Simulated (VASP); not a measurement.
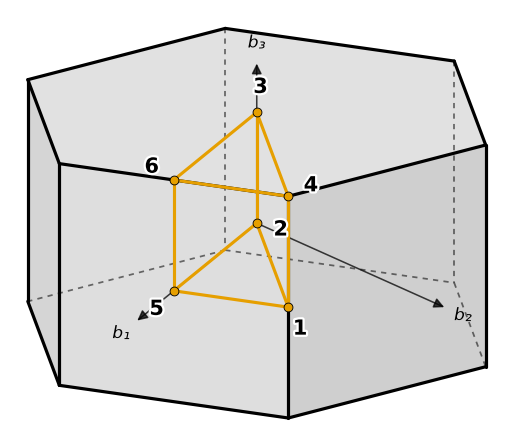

Crystal: Fe, a cell listed in the Materials Project, as set up for an electronic-structure calculation. The first Brillouin zone of a primitive hexagonal lattice (hP; extended symbol hP2) is drawn with its special points numbered. The drawing is computed from the coordinates (standard cell, symmetry found to 0.002 Å).

a = 2.434 Å, b = 2.434 Å, c = 3.842 Å, α = 90.00°, β = 90.00°, γ = 120.00°.

Labels and path follow the convention of Hinuma et al. (2017), as computed by seekpath; the arrows show the directions of the reciprocal primitive vectors b₁, b₂, b₃, in which coordinates are given.

Which special point is each number?

```json
{"no.": "1", "label": "K", "coordinates": "(1/3, 1/3, 0)"}
{"no.": "2", "label": "Γ", "coordinates": "(0, 0, 0)"}
{"no.": "3", "label": "A", "coordinates": "(0, 0, 1/2)"}
{"no.": "4", "label": "H", "coordinates": "(1/3, 1/3, 1/2)"}
{"no.": "5", "label": "M", "coordinates": "(1/2, 0, 0)"}
{"no.": "6", "label": "L", "coordinates": "(1/2, 0, 1/2)"}
```
